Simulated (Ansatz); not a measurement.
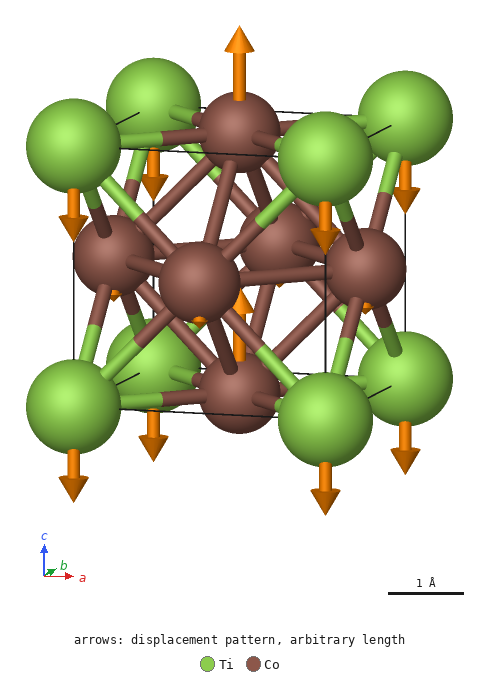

The lowest optical mode of crystalline TiCo$_{3}$, space group Pm-3m (No. 221), at the zone centre. The orange arrows are the displacements of the atoms (eigenvector over the root of the mass), of arbitrary overall length and sign. A ball-and-stick model of the cell of the calculation, seen slightly off an axis.

These are results of Ansatz 0.2.0, DFT PBEsol, scalar-relativistic, plane waves, PAW, not measurements.

The input:
```yaml
crystal:
  lattice:
    - [3.5287348653, 0.0, 0.0]
    - [0.0, 3.5287348653, 0.0]
    - [0.0, 0.0, 3.5287348653]
  atoms:
    - { symbol: Ti, position: [0.0, 0.0, 0.0] }
    - { symbol: Co, position: [0.0, 0.5, 0.5], spin: 0.26 }
    - { symbol: Co, position: [0.5, 0.0, 0.5], spin: 0.26 }
    - { symbol: Co, position: [0.5, 0.5, 0.0], spin: 0.26 }
basis:
  ecutwfc: 420
kpoints:
  mp_grid: { grid: [12, 12, 12] }
hamiltonian:
  xc: pbesol
scf:
  occupations: { method: gaussian, width: 0.2 }
output:
  eigenvalues: true
  populations: true
magnetization:
  spin_polarized: true
phonons:
  method: dfpt
  eigenvectors: true
```

Launched with:
```bash
ansatz run input.yaml --threads 2 --pin off --max-ram 6144MiB --backend cpu --events-out ev --progress --plain --runs-dir out
```

The frequencies depend somewhat on the k-mesh and the smearing.

Is this crystal at a minimum with respect to the drawn distortion?

Answer. Yes: this softest mode has a real frequency, and so have all others here. That speaks for this wave vector alone: the rest of the zone wasn't checked in this run. This is the T₁u mode (triply degenerate; one member of the set is drawn) at 205 cm⁻¹, the lowest optical level, infrared-active by symmetry. All motion is along c; the kinetic energy is shared as Co 68 %, Ti 32 %. The crystal is a metal, so free carriers screen the infrared response.
